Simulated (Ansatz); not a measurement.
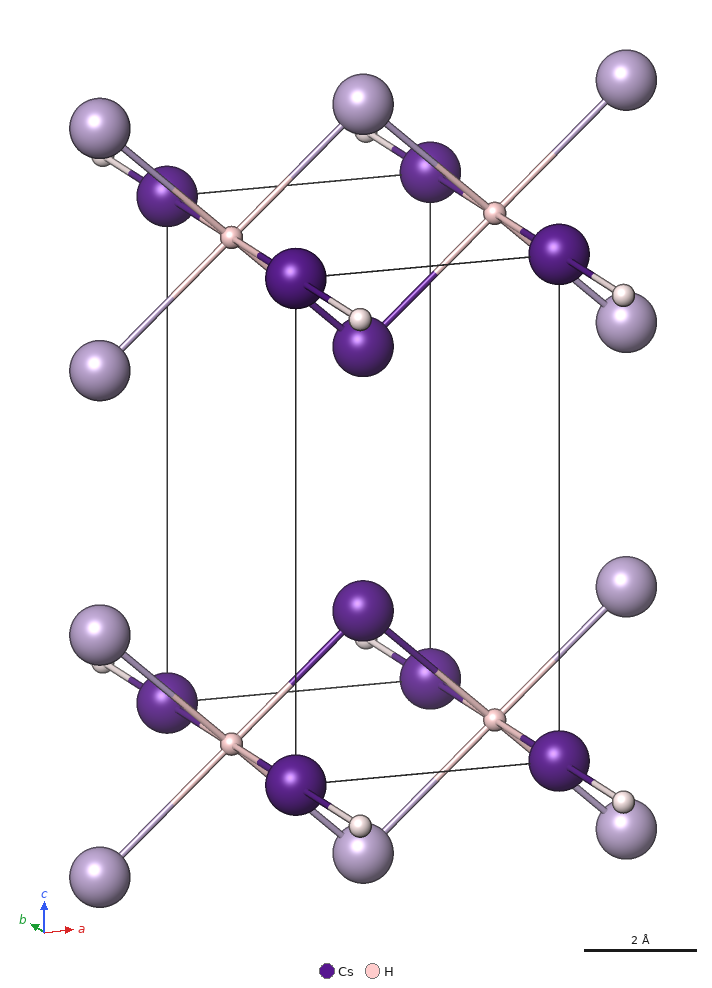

Structure drawing (ball-and-stick), viewed slightly off an axis. One conventional unit cell is framed, with atoms on its boundary repeated. Periodic images bonded to atoms of the box are shown as well, in fainter colours. Cell: a = 5.04 Å, b = 6.50 Å, c = 9.34 Å, α = 90.00°, β = 90.00°, γ = 90.00°.

Its origin is a random cell made by a generator, so it need not be a real form of the compound. Earlier steps of the study may have refined or changed the cell and positions. It was the input of a calculation with Ansatz.

### Characterise what is shown.

The material is Cs3H. The structure has Pmmm (No. 47) symmetry and a primitive orthorhombic lattice. Atoms per cell: 4 (3 Cs, 1 H). Cs is surrounded by two H at about 3.2 to 3.4 Å. The neighbours of H are six Cs in an octahedral arrangement at about 3.2 to 3.4 Å. The bonds build Cs3H layers parallel to (001).

All computed values are from DFT PBE, scalar-relativistic, plane waves, PAW (Ansatz 0.2.0). Settings: E_cut = 420 eV, a 10×8×6 mesh of k-points, Gaussian smearing of 0.1 eV, no spin polarisation.

### Metal or not?

A metal: bands cross the Fermi level.

### What charge does Bader's analysis assign to each element?

Cs +0.11 to +0.34 e; H -0.79 e.

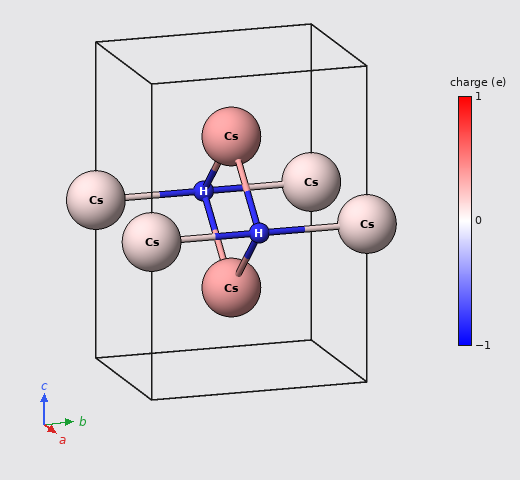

The atoms coloured by those charges. The run's cell of 4 atoms is drawn, so axes and origin can differ from the first picture.

### Can this geometry be taken as optimised?

Yes. All forces vanish to within 0.01 eV/Å. The pressure is 0.0 GPa, close to zero.
